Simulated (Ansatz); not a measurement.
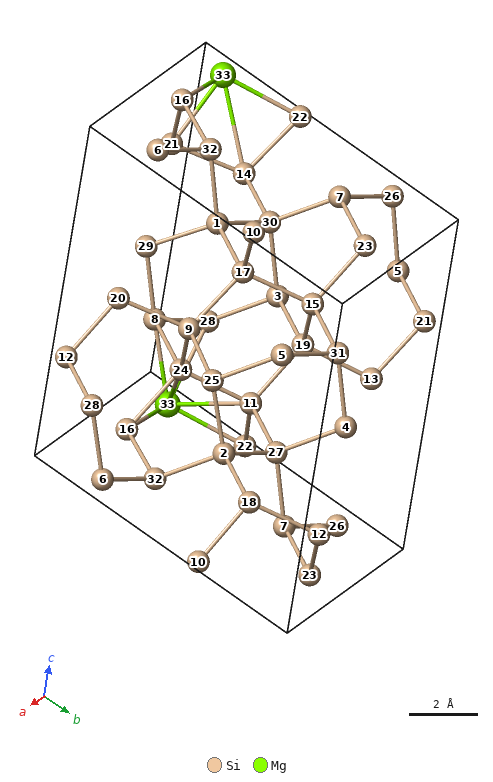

The structure as given in the input (ball-and-stick view of the cell of the calculation, seen slightly off an axis; atoms are numbered from 1 in the order of the input). Near neighbours in the crystal (not all of them lie inside the picture): Si has 4 Si at 2.34 to 2.37 Å; Si has 1 Mg at 2.62 to 2.99 Å and 4 Si at 2.34 to 2.46 Å; Mg has 12 Si at 2.62 to 2.99 Å.

**Nudged elastic band of MgSi$_{32}$ (charge +2) (part 1 of 3)**

System: MgSi$_{32}$ (defect cell, 33 atoms in the cell, total charge +2).
Method: DFT PBE, scalar-relativistic, plane waves, PAW, no spin polarisation (Ansatz 0.2.0).

The structure derives from a Materials Project entry. It belongs to a series of runs on one base structure; here: climbing-image band for the jump of Mg by 3.18 A. Figures and captions count atoms from 1; the log counts them from 0 in places.

Output
```
Warning: neb: disabling space-group detection — the band's intermediate images generally break the endpoint symmetry, so no spatial operation reduces the k-mesh or symmetrises the density, except that a semilocal band can use its path's symmetry ahead of convergence; time reversal is kept, so that k and −k are solved as one point where they differ and the mesh holds both, and exact exchange and, on two spinor components, a DFT+U term hold to it where the run has them: on two components no moment then forms, and a state that bears one, which a typed moment (crystal.atoms[].spin; refused beside efield: under a hybrid functional) reaches, can lie lower, under hf by electronvolts; crystal.symmetry.detect: false (a key that needs symmetry detection or time reversal refuses this as the deck is read) with time_reversal: false beside it drops time reversal too
Engine: ansatz 0.2.0, aarch64-unknown-linux-gnu
Pseudopotentials: kind: paw
Pseudopotential: Si, paw, valence charge 4, recommended cutoff 420 eV (normal), Si.paw.azcp
Pseudopotential: Mg, paw, valence charge 10, recommended cutoff 420 eV (normal), Mg.paw.azcp
Functional definition: PBE
  parameter kappa = 0.804
  parameter beta = 0.06672455060314922
  exchange = pbe_x(kappa = kappa, mu = beta*pi^2/3)
  correlation = pbe_c(beta = beta)
parallel-image band execution: 4 concurrent image workers
NEB image 0
Crystal: 33 atoms, lattice volume = 654.080 Å³
Basis set: ecut = 420 eV, 12787 PW (Γ), exchange–correlation on 128×128×144 points (8 copies of the dense FFT grid, shifted against one another)
Bands: 101, of which v1, the nominal top of the filled ones, is band 68 counted from 1 (67 counted from 0)
Symmetry: 1 space group operations
k-points: 4 of 8 (time reversal used)
Non-local potential: Si, projectors of the file, l = 0: 2, l = 1: 2, l = 2: 2
Non-local potential: Mg, projectors of the file, l = 0: 3, l = 1: 2, l = 2: 1
PAW form: soft (Blöchl's): semilocal exchange-correlation on the pseudo side does not see the compensation charge
PAW one-centre angular grid: Si, 110 points (default); XC on 64 Gauss nodes
PAW one-centre angular grid: Mg, 110 points (default); XC on 64 Gauss nodes
Initial density: superposition of atomic densities (neutral atoms scaled as one to the charged cell's electrons: chi_scale 0, normalization atom), corrected by the library's trained network
Initial wavefunctions: pseudopotential atomic-orbital guess
Functional: x = pbe(κ = 0.804, μ = 0.2195149727645171), c = pbe(β = 0.06672455060314922)
SCF iter   1: F=—  HF=-22281.798520 eV  |F-HF|=—  |Δ(HF+E_count)|=         —  Δρ=8.00e-3  dr2=1.02e0  ethr=1.77e-3  ⟨swp⟩=6.2  Hψ=1912  notcnv=0  defer=31
preconditioner: auto → Resta (q_TF=auto, 2.100 Å⁻¹)  ε∞=5.5  [insulator: Δε(μ)=0.460 eV  Ē_g=7.750 eV  σ=0.020 eV  W_gap=1.00  n_scr=100 (ndim 8)  ℏωp=16.4 eV  f_vac=0.000  D(μ)=0.00/eV (n_scr^D=0)  ε∞_Penn≈5.5]
SCF iter   2: F=—  HF=-22281.564650 eV  |F-HF|=—  |Δ(HF+E_count)|=   2.34e-1  Δρ=3.47e-3  dr2=1.36e-1  ethr=7.51e-4  ⟨swp⟩=3.0  Hψ=791  notcnv=0  defer=99
SCF iter   3: F=—  HF=-22281.525679 eV  |F-HF|=—  |Δ(HF+E_count)|=   3.90e-2  Δρ=9.44e-4  dr2=8.73e-3  ethr=9.99e-5  ⟨swp⟩=3.0  Hψ=630  notcnv=0  defer=103
SCF iter   4: F=—  HF=-22281.524473 eV  |F-HF|=—  |Δ(HF+E_count)|=   1.21e-3  Δρ=1.57e-4  dr2=2.03e-4  ethr=6.42e-6  ⟨swp⟩=2.0  Hψ=601  notcnv=0  defer=103
SCF iter   5: F=—  HF=-22281.524713 eV  |F-HF|=—  |Δ(HF+E_count)|=   2.40e-4  Δρ=4.01e-5  dr2=1.93e-5  ethr=1.49e-7  ⟨swp⟩=2.0  Hψ=545  notcnv=0  defer=103
SCF iter   6: F=—  HF=-22281.524929 eV  |F-HF|=—  |Δ(HF+E_count)|=   2.16e-4  Δρ=1.11e-5  dr2=1.88e-6  ethr=1.42e-8  ⟨swp⟩=2.0  Hψ=676  notcnv=0  defer=103
SCF iter   7: F=—  HF=-22281.524931 eV  |F-HF|=—  |Δ(HF+E_count)|=   1.76e-6  Δρ=3.53e-6  dr2=1.16e-7  ethr=1.39e-9  ⟨swp⟩=2.0  Hψ=573  notcnv=0  defer=103
SCF iter   8: F=-22281.524931 eV  HF=-22281.524931 eV  |F-HF|=1.19e-9  |Δ(HF+E_count)|=   9.80e-8  Δρ=5.24e-7  dr2=3.26e-9  ethr=7.35e-11  ⟨swp⟩=4.0  Hψ=1212  notcnv=0
SCF 1 converged in 8 iterations: F = -22281.524931 eV  dr2 = 3.26e-9
  greatest PAW one-centre occupation: 1.000 electrons in one spin orbital (limit 2), on the Mg atom at site 32 (counted from 0), in its partial waves of l = 0
NSCF: frozen V_eff on 4 k-points
NEB image 6
SCF iter   1: F=—  HF=-22281.798524 eV  |F-HF|=—  |Δ(HF+E_count)|=         —  Δρ=8.00e-3  dr2=1.02e0  ethr=1.77e-3  ⟨swp⟩=6.5  Hψ=1943  notcnv=0  defer=21
SCF iter   2: F=—  HF=-22281.564652 eV  |F-HF|=—  |Δ(HF+E_count)|=   2.34e-1  Δρ=3.47e-3  dr2=1.36e-1  ethr=7.51e-4  ⟨swp⟩=3.0  Hψ=791  notcnv=0  defer=101
SCF iter   3: F=—  HF=-22281.525694 eV  |F-HF|=—  |Δ(HF+E_count)|=   3.90e-2  Δρ=9.44e-4  dr2=8.73e-3  ethr=9.99e-5  ⟨swp⟩=3.0  Hψ=630  notcnv=0  defer=103
SCF iter   4: F=—  HF=-22281.524457 eV  |F-HF|=—  |Δ(HF+E_count)|=   1.24e-3  Δρ=1.57e-4  dr2=2.03e-4  ethr=6.42e-6  ⟨swp⟩=2.0  Hψ=601  notcnv=0  defer=103
SCF iter   5: F=—  HF=-22281.524695 eV  |F-HF|=—  |Δ(HF+E_count)|=   2.38e-4  Δρ=4.01e-5  dr2=1.92e-5  ethr=1.49e-7  ⟨swp⟩=2.0  Hψ=561  notcnv=0  defer=103
SCF iter   6: F=—  HF=-22281.524929 eV  |F-HF|=—  |Δ(HF+E_count)|=   2.34e-4  Δρ=1.11e-5  dr2=1.87e-6  ethr=1.41e-8  ⟨swp⟩=2.0  Hψ=676  notcnv=0  defer=103
SCF iter   7: F=—  HF=-22281.524931 eV  |F-HF|=—  |Δ(HF+E_count)|=   1.75e-6  Δρ=3.60e-6  dr2=1.14e-7  ethr=1.37e-9  ⟨swp⟩=2.0  Hψ=573  notcnv=0  defer=103
SCF iter   8: F=-22281.524931 eV  HF=-22281.524931 eV  |F-HF|=1.25e-9  |Δ(HF+E_count)|=   1.00e-7  Δρ=5.23e-7  dr2=3.21e-9  ethr=7.35e-11  ⟨swp⟩=4.0  Hψ=1215  notcnv=0
SCF 2 converged in 8 iterations: F = -22281.524931 eV  dr2 = 3.21e-9
[... from here on the iterations of each SCF are left out, up to the last one ...]
NSCF: frozen V_eff on 4 k-points
NEB end point (image 0): max|allowed force component| = 1.558e-2 eV/Å (the criterion of neb.relax_end_points is 1.000e-2)
NEB end point (image 6): max|allowed force component| = 1.558e-2 eV/Å (the criterion of neb.relax_end_points is 1.000e-2)
NEB image 1
preconditioner: auto → Resta (q_TF=auto, 2.100 Å⁻¹)  ε∞=5.5  [insulator: Δε(μ)=0.507 eV  Ē_g=7.757 eV  σ=0.020 eV  W_gap=1.00  n_scr=100 (ndim 8)  ℏωp=16.4 eV  f_vac=0.000  D(μ)=0.00/eV (n_scr^D=0)  ε∞_Penn≈5.5]
SCF 3 converged in 8 iterations: F = -22280.956895 eV  dr2 = 4.73e-9
NEB image 2
preconditioner: auto → Resta (q_TF=auto, 2.100 Å⁻¹)  ε∞=5.5  [insulator: Δε(μ)=0.603 eV  Ē_g=7.762 eV  σ=0.020 eV  W_gap=1.00  n_scr=100 (ndim 8)  ℏωp=16.4 eV  f_vac=0.000  D(μ)=0.00/eV (n_scr^D=0)  ε∞_Penn≈5.5]
SCF 4 converged in 8 iterations: F = -22279.675924 eV  dr2 = 7.09e-9
NEB image 3
preconditioner: auto → Resta (q_TF=auto, 2.100 Å⁻¹)  ε∞=5.5  [insulator: Δε(μ)=0.659 eV  Ē_g=7.763 eV  σ=0.020 eV  W_gap=1.00  n_scr=100 (ndim 8)  ℏωp=16.4 eV  f_vac=0.000  D(μ)=0.00/eV (n_scr^D=0)  ε∞_Penn≈5.5]
SCF 5 converged in 8 iterations: F = -22278.966193 eV  dr2 = 6.64e-9
NEB image 4
SCF 6 converged in 8 iterations: F = -22279.675924 eV  dr2 = 7.01e-9
NEB image 5
SCF 7 converged in 8 iterations: F = -22280.956895 eV  dr2 = 4.74e-9
NEB iter   1: max|band force component| = 2.173e0 eV/Å  barrier→ = 2.5587 eV  barrier← = 2.5587 eV  Δτ_max = 0.0927 Å  (56 SCF iters)
NEB image 1
Initial density: handed on by an earlier stage of this run
Initial wavefunctions: those handed on with the density
preconditioner: auto → Resta (q_TF=auto, 2.100 Å⁻¹)  ε∞=5.5  [insulator: Δε(μ)=0.621 eV  Ē_g=7.757 eV  σ=0.020 eV  W_gap=1.00  n_scr=100 (ndim 8)  ℏωp=16.4 eV  f_vac=0.000  D(μ)=0.00/eV (n_scr^D=0)  ε∞_Penn≈5.5]
SCF 8 converged in 7 iterations: F = -22281.198065 eV  dr2 = 8.80e-9
NEB image 2
preconditioner: auto → Resta (q_TF=auto, 2.100 Å⁻¹)  ε∞=5.5  [insulator: Δε(μ)=0.726 eV  Ē_g=7.758 eV  σ=0.020 eV  W_gap=1.00  n_scr=100 (ndim 8)  ℏωp=16.4 eV  f_vac=0.000  D(μ)=0.00/eV (n_scr^D=0)  ε∞_Penn≈5.5]
SCF 9 converged in 7 iterations: F = -22280.373011 eV  dr2 = 1.78e-8
NEB image 3
preconditioner: auto → Resta (q_TF=auto, 2.100 Å⁻¹)  ε∞=5.5  [insulator: Δε(μ)=0.798 eV  Ē_g=7.758 eV  σ=0.020 eV  W_gap=1.00  n_scr=100 (ndim 8)  ℏωp=16.4 eV  f_vac=0.000  D(μ)=0.00/eV (n_scr^D=0)  ε∞_Penn≈5.5]
SCF 10 converged in 7 iterations: F = -22279.895990 eV  dr2 = 2.00e-8
NEB image 4
SCF 11 converged in 7 iterations: F = -22280.373011 eV  dr2 = 1.78e-8
NEB image 5
SCF 12 converged in 7 iterations: F = -22281.198065 eV  dr2 = 8.79e-9
NEB iter   2: max|band force component| = 7.654e-1 eV/Å  barrier→ = 1.6289 eV  barrier← = 1.6289 eV  Δτ_max = 0.0483 Å  (35 SCF iters)
NEB image 1
preconditioner: auto → Resta (q_TF=auto, 2.100 Å⁻¹)  ε∞=5.5  [insulator: Δε(μ)=0.629 eV  Ē_g=7.754 eV  σ=0.020 eV  W_gap=1.00  n_scr=100 (ndim 8)  ℏωp=16.4 eV  f_vac=0.000  D(μ)=0.00/eV (n_scr^D=0)  ε∞_Penn≈5.5]
SCF 13 converged in 6 iterations: F = -22281.206846 eV  dr2 = 1.43e-8
NEB image 2
preconditioner: auto → Resta (q_TF=auto, 2.100 Å⁻¹)  ε∞=5.5  [insulator: Δε(μ)=0.720 eV  Ē_g=7.752 eV  σ=0.020 eV  W_gap=1.00  n_scr=100 (ndim 8)  ℏωp=16.4 eV  f_vac=0.000  D(μ)=0.00/eV (n_scr^D=0)  ε∞_Penn≈5.5]
SCF 14 converged in 6 iterations: F = -22280.445583 eV  dr2 = 3.34e-8
NEB image 3
preconditioner: auto → Resta (q_TF=auto, 2.100 Å⁻¹)  ε∞=5.5  [insulator: Δε(μ)=0.789 eV  Ē_g=7.750 eV  σ=0.020 eV  W_gap=1.00  n_scr=100 (ndim 8)  ℏωp=16.4 eV  f_vac=0.000  D(μ)=0.00/eV (n_scr^D=0)  ε∞_Penn≈5.5]
SCF 15 converged in 6 iterations: F = -22280.028304 eV  dr2 = 5.58e-8
NEB image 4
SCF 16 converged in 6 iterations: F = -22280.445583 eV  dr2 = 3.34e-8
NEB image 5
SCF 17 converged in 6 iterations: F = -22281.206846 eV  dr2 = 1.43e-8
NEB iter   3: max|band force component| = 1.371e-1 eV/Å  barrier→ = 1.4966 eV  barrier← = 1.4966 eV  CI = image 3  Δτ_max = 0.0101 Å  (30 SCF iters)
NEB image 1
preconditioner: auto → Resta (q_TF=auto, 2.100 Å⁻¹)  ε∞=5.5  [insulator: Δε(μ)=0.620 eV  Ē_g=7.753 eV  σ=0.020 eV  W_gap=1.00  n_scr=100 (ndim 8)  ℏωp=16.4 eV  f_vac=0.000  D(μ)=0.00/eV (n_scr^D=0)  ε∞_Penn≈5.5]
SCF 18 converged in 5 iterations: F = -22281.206218 eV  dr2 = 5.48e-9
NEB image 2
preconditioner: auto → Resta (q_TF=auto, 2.100 Å⁻¹)  ε∞=5.5  [insulator: Δε(μ)=0.709 eV  Ē_g=7.749 eV  σ=0.020 eV  W_gap=1.00  n_scr=100 (ndim 8)  ℏωp=16.4 eV  f_vac=0.000  D(μ)=0.00/eV (n_scr^D=0)  ε∞_Penn≈5.5]
SCF 19 converged in 5 iterations: F = -22280.447617 eV  dr2 = 1.71e-8
NEB image 3
preconditioner: auto → Resta (q_TF=auto, 2.100 Å⁻¹)  ε∞=5.5  [insulator: Δε(μ)=0.779 eV  Ē_g=7.747 eV  σ=0.020 eV  W_gap=1.00  n_scr=100 (ndim 8)  ℏωp=16.4 eV  f_vac=0.000  D(μ)=0.00/eV (n_scr^D=0)  ε∞_Penn≈5.5]
SCF 20 converged in 5 iterations: F = -22280.033430 eV  dr2 = 2.34e-8
NEB image 4
SCF 21 converged in 5 iterations: F = -22280.447617 eV  dr2 = 1.71e-8
NEB image 5
iter 1 solved again at ethr=4.00e-7 eV; its pass at ethr=3.10e-3 eV (dr2=5.44e-4 eV) is discarded
SCF iter   1: F=—  HF=-22281.206168 eV  |F-HF|=—  |Δ(HF+E_count)|=         —  Δρ=2.54e-4  dr2=6.29e-4  ethr=4.00e-7  ⟨swp⟩=3.2  Hψ=1511  notcnv=0
SCF iter   2: F=—  HF=-22281.206072 eV  |F-HF|=—  |Δ(HF+E_count)|=   9.68e-5  Δρ=1.30e-4  dr2=1.09e-4  ethr=4.00e-7  ⟨swp⟩=2.2  Hψ=560  notcnv=0
SCF iter   3: F=—  HF=-22281.206066 eV  |F-HF|=—  |Δ(HF+E_count)|=   5.19e-6  Δρ=2.51e-5  dr2=2.87e-6  ethr=8.04e-8  ⟨swp⟩=2.8  Hψ=700  notcnv=0
SCF iter   4: F=—  HF=-22281.206218 eV  |F-HF|=—  |Δ(HF+E_count)|=   1.51e-4  Δρ=3.41e-6  dr2=9.55e-8  ethr=7.35e-11  ⟨swp⟩=3.2  Hψ=1621  notcnv=0
SCF iter   5: F=-22281.206218 eV  HF=-22281.206218 eV  |F-HF|=2.76e-9  |Δ(HF+E_count)|=   2.78e-8  Δρ=7.41e-7  dr2=5.48e-9  ethr=7.02e-11  ⟨swp⟩=2.0  Hψ=1242  notcnv=0
SCF 22 converged in 5 iterations: F = -22281.206218 eV  dr2 = 5.48e-9
NEB image 1
NSCF: frozen V_eff on 4 k-points
NEB image 2
NSCF: frozen V_eff on 4 k-points
NEB image 4
NSCF: frozen V_eff on 4 k-points
NEB image 5
NSCF: frozen V_eff on 4 k-points
NEB image 3
NSCF: frozen V_eff on 4 k-points
the band table was solved once a step of the walk had ended and its energy, with any forces and stress, was formed, with the checks that follow a solve (1941 applications of the Hamiltonian). They found nothing against the state; the energy, forces and stress were not computed again (output.eigenvalues in the input reference)
NEB iter   4: max|band force component| = 1.134e-2 eV/Å  barrier→ = 1.4915 eV  barrier← = 1.4915 eV  CI = image 3  Δτ_max = 0.0000 Å  (25 SCF iters)
```

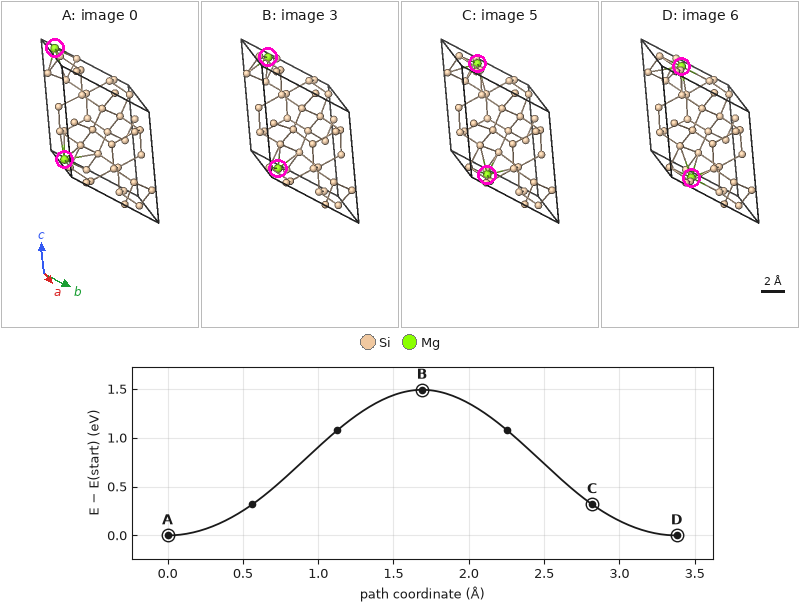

Images of the last band (counted from 0; ball-and-stick, reduced simulation cell, seen slightly off an axis), with the moving atom and its periodic copies ringed, above the energy along the path; the line is a cubic interpolation that uses the forces. The highest image is number 3, 1.492 eV above the start and 1.492 eV above the end (the climbing image); start and end have the same energy. The path is 3.38 Å long, and Mg33 moves most (3.18 Å). The band converged in 4 iterations.

```
SCF converged after 5 iterations
Free energy (F): -22280.033430 eV
Harris-Foulkes:  -22280.033429 eV  (|F-HF|=1.22e-8)
Internal energy: -22280.033430 eV  (E = F + TS)
E sigma→0 (E₀):  -22280.033430 eV
Fermi energy:    6.583520 eV
--- Per-component energies (eV) ---
  E_band       = -198.783004
  E_kinetic    = 1345.396638
  E_local      = -2984.828260  (includes V_loc(G=0)·N_el)
  E_nonlocal   = 918.912395
  E_hartree    = 1067.952107
  E_xc         = -1777.347889
  E_vxc        = -1510.447804  (∫ρ·V_xc dr)
  E_paw        = -16698.889467  (= ΣΔE_a)
  E_vpaw       = -103.722389  (= ΣTr[D̂ρ^β])
  E_aug_tail   = 0.000199  (compensation charges beyond the density's cutoff)
  E_ewald      = -4151.229154
  E_smearing   = -0.000000  (= −TS)
  E_closure    = 0.000000  (closes the sum)
  E_deformation_potential = 25.367922  (in the stress; not in F)
  Σ components = -22280.033430   (vs F -22280.033430, Δ=0.00e0)
--- Forces (eV/Å), atoms counted from 1 ---
  atom   1  Si     0.00085511    -0.00160289     0.00044675
  atom   2  Si    -0.00085014    -0.00161878     0.00044135
  atom   3  Si     0.00272969     0.00282732     0.00124986
  atom   4  Si    -0.00270354     0.00285469     0.00127279
  atom   5  Si     0.00167907    -0.00183469    -0.00610696
  atom   6  Si     0.00002068    -0.00247780    -0.00282308
  atom   7  Si     0.00000183     0.00135846    -0.00399646
  atom   8  Si    -0.00168864    -0.00186570    -0.00616476
  atom   9  Si     0.00134751     0.00150427     0.00348262
  atom  10  Si    -0.00001821     0.00308746    -0.00004659
  atom  11  Si    -0.00548721     0.00080131     0.00653418
  atom  12  Si     0.00232310    -0.00008279     0.00047861
  atom  13  Si    -0.00139602     0.00151825     0.00345410
  atom  14  Si     0.00555064     0.00076517     0.00654200
  atom  15  Si    -0.00228629    -0.00009615     0.00045433
  atom  16  Si    -0.00003201    -0.01134451     0.00154132
  atom  17  Si    -0.00232308     0.00008269    -0.00047856
  atom  18  Si     0.00228621     0.00009618    -0.00045421
  atom  19  Si     0.00139605    -0.00151817    -0.00345422
  atom  20  Si    -0.00134744    -0.00150425    -0.00348260
  atom  21  Si     0.00548732    -0.00080141    -0.00653410
  atom  22  Si     0.00003195     0.01134439    -0.00154128
  atom  23  Si     0.00001815    -0.00308743     0.00004661
  atom  24  Si    -0.00555061    -0.00076514    -0.00654186
  atom  25  Si     0.00270373    -0.00285473    -0.00127282
  atom  26  Si    -0.00000186    -0.00135845     0.00399643
  atom  27  Si    -0.00167913     0.00183470     0.00610693
  atom  28  Si    -0.00085520     0.00160289    -0.00044677
  atom  29  Si    -0.00272960    -0.00282737    -0.00124994
  atom  30  Si     0.00168861     0.00186579     0.00616464
  atom  31  Si     0.00085013     0.00161877    -0.00044146
  atom  32  Si    -0.00002080     0.00247780     0.00282299
  atom  33  Mg    -0.00000012     0.00000004     0.00000001
  max |Σ_I F_I| component: 1.77e-7 eV/Å
--- Band table (eV) ---
```
